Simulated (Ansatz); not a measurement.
```xyz
4
Lattice="3.0594 0.0000 0.0000 -1.5297 2.6495 0.0000 0.0000 0.0000 5.3428" Properties=species:S:1:pos:R:3 pbc="T T T"
Mn    0.0000    0.0000    0.0000
Mn    0.0000    0.0000    2.6714
O     0.0000    1.7663    1.3357
O     1.5297    0.8832    4.0071
```

Space group P6₃/mmc; started from the NiAs prototype, which need not be the ambient phase; spin-polarised.

These are results of DFT PBE, scalar-relativistic, plane waves, PAW (Ansatz), not measurements.

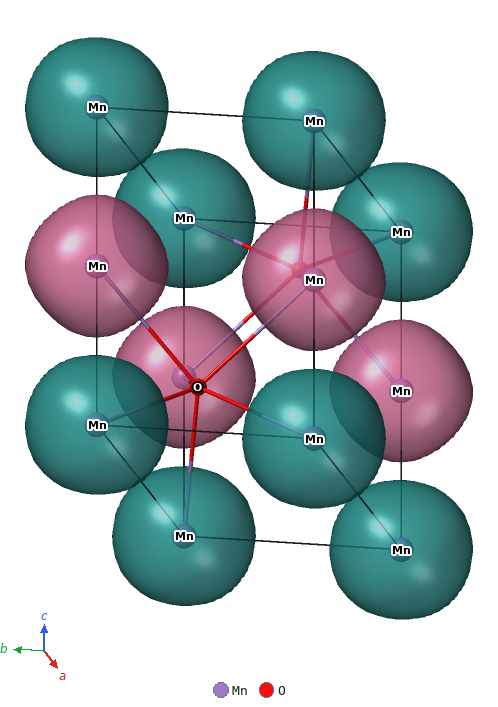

MnO. Isosurfaces of the spin density (up minus down) at +0.15 (teal) and −0.15 e/Å³ (pink), seen at an oblique angle. Sticks mark near contacts.

Describe the spin distribution.

The spin density sits on Mn: +3.9 μB and −3.9 μB in one cell of 4 atoms: antiferromagnetic in this solution, which needn't be the ground state, with every nearest magnetic neighbour opposed. The cell of the calculation (4 atoms) carries 0.0 μB of net spin moment.
